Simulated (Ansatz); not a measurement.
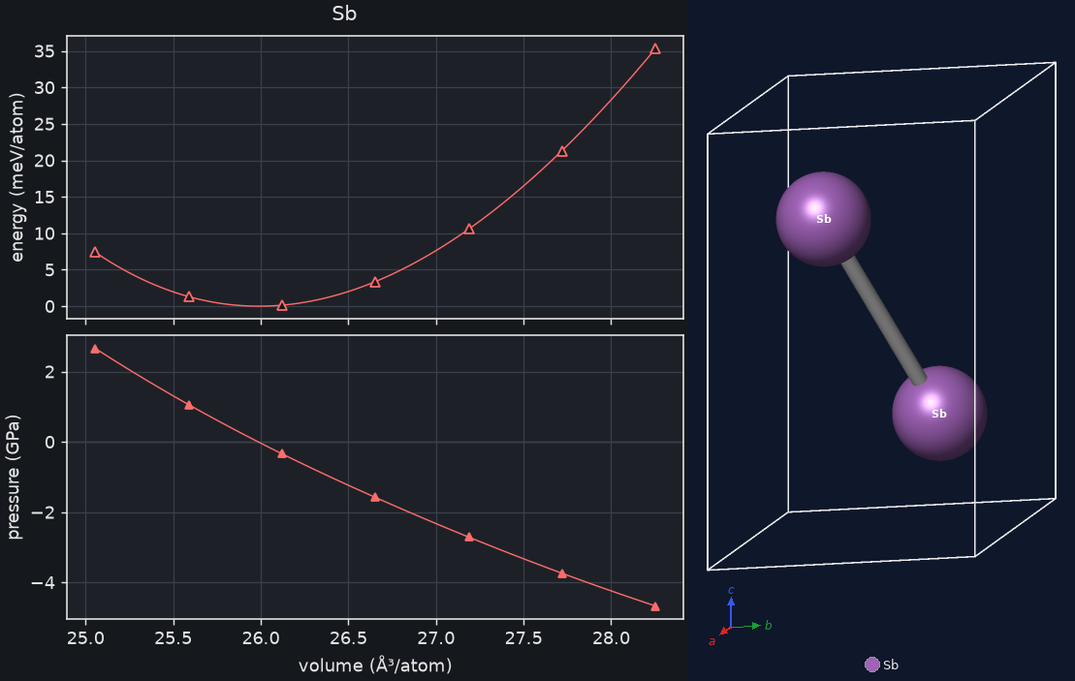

The picture above shows the energy and pressure against volume for Sb, space group P6_3/mmc (No. 194). The conventional cell is drawn beside the plot.

The given structure:
```cif
data_structure
_symmetry_space_group_name_H-M 'P 1'
_symmetry_Int_Tables_number 1
_cell_length_a 3.3545
_cell_length_b 3.3545
_cell_length_c 5.4702
_cell_angle_alpha 90.000
_cell_angle_beta 90.000
_cell_angle_gamma 120.000
_cell_volume 53.31
loop_
_atom_site_label
_atom_site_type_symbol
_atom_site_fract_x
_atom_site_fract_y
_atom_site_fract_z
_atom_site_occupancy
Sb1 Sb 0.66667 0.33333 0.75000 1
Sb2 Sb 0.33333 0.66667 0.25000 1
```

Method: all-electron LAPW DFT, no spin polarisation; energies at scaled volumes of the given cell, shape and fractions fixed, counted from the fit's minimum, third-order Birch-Murnaghan fit (Ansatz 0.2.0). Level: PBEsol.

k mesh 9×9×5; occupations Fermi–Dirac; smearing width 0.05 eV; potentials all electron LAPW, scalar relativistic; program settings basis error eV/atom 0.0005.

Question: Give the fitted equation-of-state parameters.

Answer: A third-order Birch–Murnaghan fit gives V0 = 25.99 Å³/atom, B0 = 66.3 GPa and B′ = 4.2.

Question: Read off the course of the pressure.

Answer: It falls from 2.66 GPa at volume 25.05 Å³/atom to −4.67 GPa at 28.25 Å³/atom, and changes sign near 25.99 Å³/atom.

Note: shape and atomic fractions are frozen while scaling, which makes layered, chain and framework solids too stiff.

The computed values:

```json
{"volume (Å³/atom)": "25.05", "energy (meV/atom)": "7.42", "pressure (GPa)": "2.66"}
{"volume (Å³/atom)": "25.59", "energy (meV/atom)": "1.29", "pressure (GPa)": "1.06"}
{"volume (Å³/atom)": "26.12", "energy (meV/atom)": "0.15", "pressure (GPa)": "-0.34"}
{"volume (Å³/atom)": "26.65", "energy (meV/atom)": "3.39", "pressure (GPa)": "-1.58"}
{"volume (Å³/atom)": "27.19", "energy (meV/atom)": "10.57", "pressure (GPa)": "-2.71"}
{"volume (Å³/atom)": "27.72", "energy (meV/atom)": "21.32", "pressure (GPa)": "-3.74"}
{"volume (Å³/atom)": "28.25", "energy (meV/atom)": "35.33", "pressure (GPa)": "-4.67"}
```
